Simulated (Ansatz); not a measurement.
System: SiO2.

```
Si O
1.0
     5.62894    0.00000    0.00000
     0.00000    5.62894    0.00000
     0.00000    0.00000   11.28399
Si O
8 16
Direct
  0.14128 0.75000 0.12500
  0.64128 0.25000 0.62500
  0.25000 0.64128 0.37500
  0.75000 0.14128 0.87500
  0.75000 0.35872 0.37500
  0.25000 0.85872 0.87500
  0.85872 0.25000 0.12500
  0.35872 0.75000 0.62500
  0.00000 0.50000 0.13479
  0.50000 0.00000 0.63479
  0.71416 0.21416 0.25000
  0.21416 0.71416 0.75000
  0.28584 0.78584 0.25000
  0.78584 0.28584 0.75000
  0.00000 0.00000 0.11521
  0.50000 0.50000 0.61521
  0.00000 0.00000 0.88479
  0.50000 0.50000 0.38479
  0.00000 0.50000 0.36521
  0.50000 0.00000 0.86521
  0.71416 0.28584 0.00000
  0.21416 0.78584 0.50000
  0.28584 0.71416 0.00000
  0.78584 0.21416 0.50000
```

Space group I4₁22; a structure from a database of computed crystals, not necessarily the ambient phase.

Level of theory: Ansatz 0.2.0, Kohn-Sham DFT of a periodic cell, PBE with D3(BJ)-ATM, Ansatz PAW.

### What will maps of the valence pseudo-density and electron localisation function show?

Si–O (1.62 Å): ρ is about 1.2 e/Å³ halfway; the ELF peaks at about 0.85 between the atoms: a short, strongly polar bond.

### Does the calculation give a band gap?

It is gapped, with a Kohn–Sham gap of 4.8 eV on the k-point mesh, an upper bound to the gap of this method.

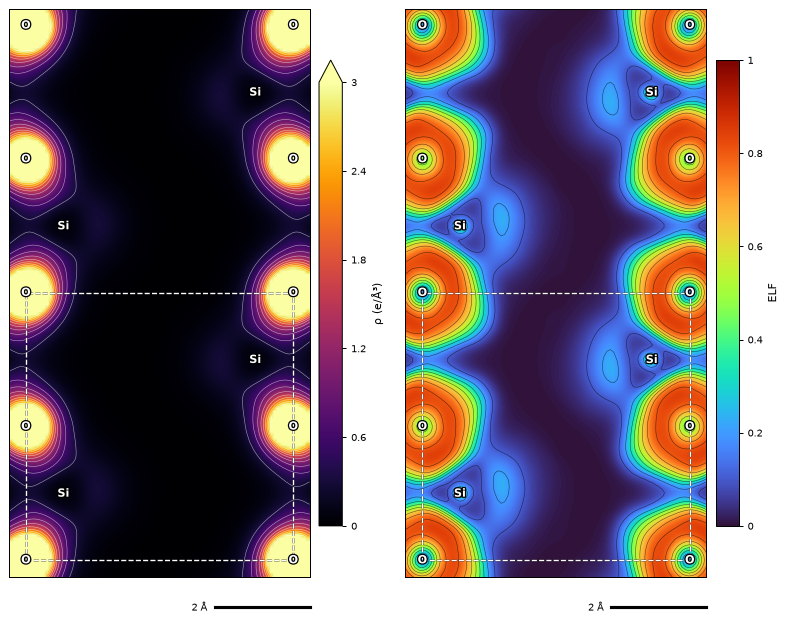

Computed valence pseudo-density and electron localisation function on the (001) plane of the conventional cell, in this order. 
